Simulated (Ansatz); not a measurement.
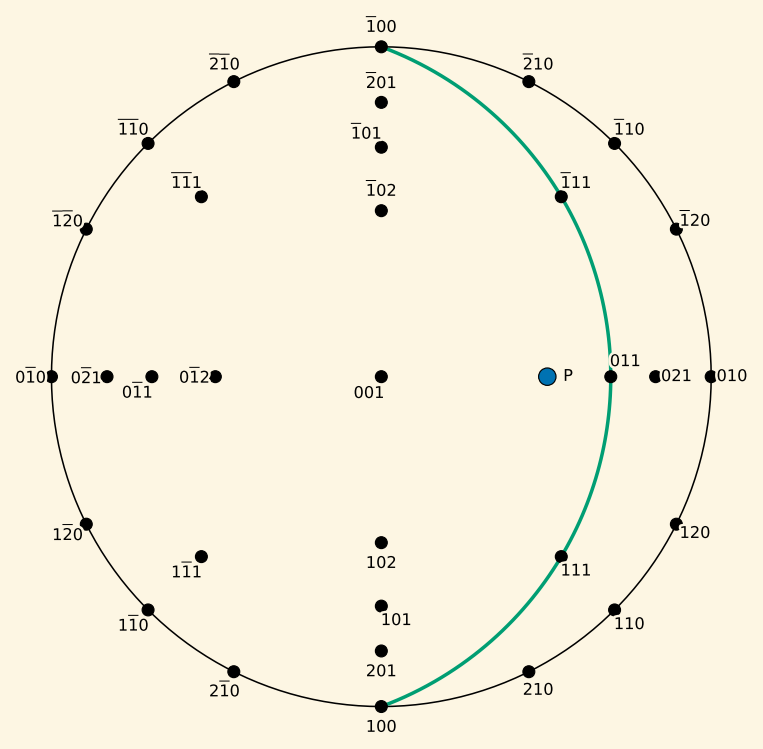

For Al2Ru, the geometry relaxed with DFT LDA, scalar-relativistic, plane waves, PAW in Ansatz: stereographic projection of plane normals (upper hemisphere) centred on (0 0 1). All values are computed from the atomic coordinates in the standard setting (tolerance 0.002 Å).

a = 3.099 Å, b = 3.099 Å, c = 8.352 Å, α = 90.00°, β = 90.00°, γ = 90.00°.

Index the pole marked P.

Answer. P is (0 1 2), 53.4° from the centre.

Which zone does the coloured great circle trace?

Answer. The zone [0 1 −1]: its poles satisfy k − l = 0.

What is the angle between the normals of (−2 1 0) and (1 2 0), and what are their d_hkl = 1/|g|?

Answer. 90.0°; d = 1.386 Å and 1.386 Å.
